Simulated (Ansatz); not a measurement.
## Single-point calculation, with input and output: Ti16O31 (part 1 of 3)

Ti16O31 (defect cell, 47 atoms in the cell), computed with DFT PBE, scalar-relativistic, plane waves, PAW, spin-polarised (Ansatz 0.2.0).

The structure derives from a Materials Project entry.

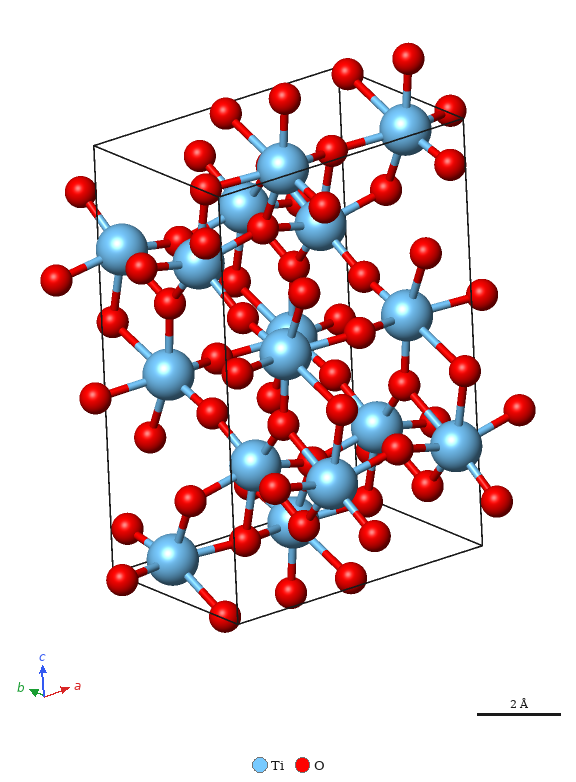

*The structure as given in the input (ball-and-stick view of the cell of the calculation, seen slightly off an axis; bonded neighbours outside the cell are drawn too). An atom can appear more than once, as a periodic image.*

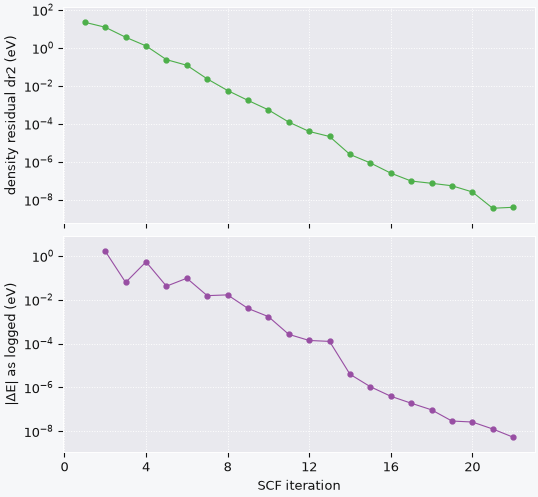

*Convergence of the self-consistent field: density residual dr2 and size of the energy change against the SCF iteration.*

The residual falls almost steadily, with no more than small rises.

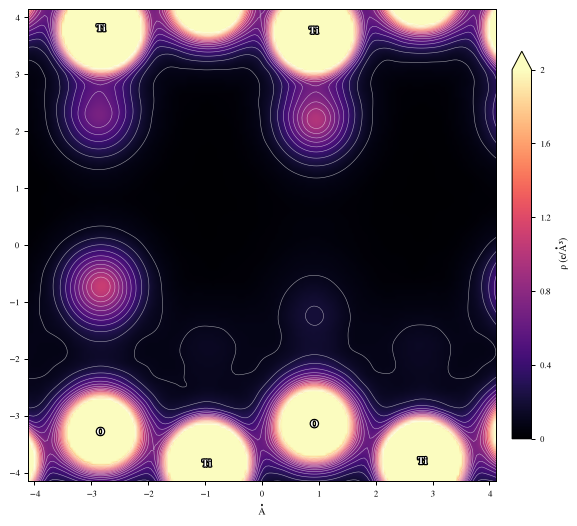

*Valence electron density on the (001) plane of the calculation cell.*

Atoms in the plane: Ti and O. Ti–O (1.95 Å): the density is about 0.7 e/Å³ at the midpoint. Ti–O (2.01 Å): ρ at the midpoint is about 0.62 e/Å³. Ti–O (2.01 Å): ρ at the midpoint is about 0.62 e/Å³. Away from the nuclei the density in this plane falls to 0.002 e/Å³ at its lowest. The fields are those of the smooth PAW valence density.

The input that produced these results follows, with the program's output.

The input
```yaml
crystal:
  lattice:
    - [0.0, -7.533873, 0.0]
    - [-4.225251, -1.883468, -6.328967]
    - [8.081903, -1.883468, -6.328967]
  atoms:
    - { symbol: Ti, position: [0.1782616135, 0.835250558, 0.4512398745] }
    - { symbol: Ti, position: [0.6801683522, 0.8346938315, 0.4455460531] }
    - { symbol: Ti, position: [0.4306418896, 0.3372494615, 0.9471064256] }
    - { symbol: Ti, position: [0.9288187684, 0.3316673584, 0.9470107414] }
    - { symbol: Ti, position: [0.1742526091, 0.540554125, 0.7480663765], spin: 0.2 }
    - { symbol: Ti, position: [0.4260096169, 0.0445357615, 0.2455597147] }
    - { symbol: Ti, position: [0.6749460079, 0.5452864946, 0.7450987293] }
    - { symbol: Ti, position: [0.9310322313, 0.0380529027, 0.2412964256] }
    - { symbol: Ti, position: [0.0723732841, 0.65402493, 0.059458776], spin: 0.2 }
    - { symbol: Ti, position: [0.5714281596, 0.6664955195, 0.0531125858] }
    - { symbol: Ti, position: [0.3224864123, 0.1637080717, 0.5533406211] }
    - { symbol: Ti, position: [0.8193242975, 0.1649113351, 0.5526091025] }
    - { symbol: Ti, position: [0.0738462957, 0.9585913624, 0.7480862968], spin: 0.2 }
    - { symbol: Ti, position: [0.3242375957, 0.4556235081, 0.2570137577] }
    - { symbol: Ti, position: [0.5728009252, 0.9560563708, 0.7549460323] }
    - { symbol: Ti, position: [0.8204368093, 0.452617542, 0.2556277885] }
    - { symbol: O, position: [0.3460846354, 0.2565243353, 0.3725906642] }
    - { symbol: O, position: [0.5935666683, 0.7568371992, 0.8732680769] }
    - { symbol: O, position: [0.840766301, 0.2564323213, 0.3740581008] }
    - { symbol: O, position: [0.1770065675, 0.005452258, 0.2839959499] }
    - { symbol: O, position: [0.6781127575, 0.0052519731, 0.2841202086] }
    - { symbol: O, position: [0.4254876414, 0.5116411433, 0.7867303736] }
    - { symbol: O, position: [0.9264689278, 0.5071202825, 0.7853267944] }
    - { symbol: O, position: [0.0023116859, 0.870351281, 0.1184553525] }
    - { symbol: O, position: [0.5015326488, 0.8662319504, 0.1304921682] }
    - { symbol: O, position: [0.2562566101, 0.3657944085, 0.6255045007] }
    - { symbol: O, position: [0.7510332236, 0.3639816953, 0.6314817174] }
    - { symbol: O, position: [0.152491877, 0.7453921129, 0.6329191756], spin: 0.2 }
    - { symbol: O, position: [0.4047660578, 0.2436416253, 0.126394949] }
    - { symbol: O, position: [0.6573820548, 0.7426686482, 0.6265589504] }
    - { symbol: O, position: [0.909669803, 0.2427415303, 0.1270129512] }
    - { symbol: O, position: [0.087306177, 0.0875081532, 0.5605747024] }
    - { symbol: O, position: [0.3372865372, 0.5939550734, 0.0619351336] }
    - { symbol: O, position: [0.5877379039, 0.0891504565, 0.5631809803] }
    - { symbol: O, position: [0.8352753097, 0.5933945383, 0.0625301749] }
    - { symbol: O, position: [0.2489136978, 0.6342943641, 0.3714669492] }
    - { symbol: O, position: [0.7490162783, 0.6334496672, 0.3687018877] }
    - { symbol: O, position: [0.4938163283, 0.138267256, 0.8682396506] }
    - { symbol: O, position: [1.0029302496, 0.1284083079, 0.8753965419] }
    - { symbol: O, position: [0.1589849497, 0.4235634514, 0.9377696148] }
    - { symbol: O, position: [0.4134483253, 0.9084581266, 0.4366627768] }
    - { symbol: O, position: [0.6646037712, 0.4054844049, 0.936996768] }
    - { symbol: O, position: [0.9147341818, 0.9065166647, 0.4355158253] }
    - { symbol: O, position: [0.0737419684, 0.4899885128, 0.2158424709] }
    - { symbol: O, position: [0.5733917434, 0.4909323809, 0.2146294766] }
    - { symbol: O, position: [0.3234358734, 0.9917969512, 0.7163854441] }
    - { symbol: O, position: [0.8214413769, 0.993373046, 0.7181283622] }
magnetization:
  spin_polarized: true
basis:
  ecutwfc: 420
  fft_grid_basis: typed
kpoints:
  mp_grid: { grid: [2, 2, 1] }
hamiltonian:
  xc: pbe
  pseudopotentials: { kind: paw }
scf:
  occupations: { method: gaussian, width: 0.05 }
output:
  forces: true
  stress: false
  eigenvalues: true
  bader: true
  write_density: true
  volumetric_format: npy
  populations: true
```

Command:
```bash
ansatz run input.yaml --threads 4 --pin off --max-ram 10240MiB --backend cpu --events-out ev --progress --plain --runs-dir out
```

Output
```
Engine: ansatz 0.2.0, aarch64-unknown-linux-gnu
Pseudopotentials: kind: paw
Pseudopotential: Ti, paw, valence charge 12, recommended cutoff 420 eV (normal), Ti.paw.azcp
Pseudopotential: O, paw, valence charge 6, recommended cutoff 420 eV (normal), O.paw.azcp
Functional definition: PBE
  parameter kappa = 0.804
  parameter beta = 0.06672455060314922
  exchange = pbe_x(kappa = kappa, mu = beta*pi^2/3)
  correlation = pbe_c(beta = beta)
Crystal: 47 atoms, lattice volume = 586.825 Å³
Basis set: ecut = 420 eV, 11453 PW (Γ), exchange–correlation on 108×108×144 points (8 copies of the dense FFT grid, shifted against one another)
Bands: 237, of which v1, the nominal top of the filled ones, is band 189 counted from 1 (188 counted from 0)
Symmetry: 1 space group operations
Space group: P1 (ITA 1), of the structure as read, at distance tolerance 8.4e-5 Å
Magnetic group: BNS 1.1 (UNI 1), of the structure as read, at distance tolerance 8.4e-5 Å
k-points: 4
Non-local potential: Ti, projectors of the file, l = 0: 3, l = 1: 2, l = 2: 3, l = 3: 1
Non-local potential: O, projectors of the file, l = 0: 2, l = 1: 2, l = 2: 1
PAW form: soft (Blöchl's): semilocal exchange-correlation on the pseudo side does not see the compensation charge
PAW one-centre angular grid: Ti, 590 points (default); XC on 64 Gauss nodes
PAW one-centre angular grid: O, 110 points (default); XC on 64 Gauss nodes
Initial density: superposition of atomic densities (chi_scale 0.1, normalization cell, long waves kept (reshape's long-wave potential 0.24 eV rms))
Starting moments: Σ|m| = 0.8 μB on 4 of 47 sites
Initial wavefunctions: pseudopotential atomic-orbital guess
Functional: x = pbe(κ = 0.804, μ = 0.2195149727645171), c = pbe(β = 0.06672455060314922)
```
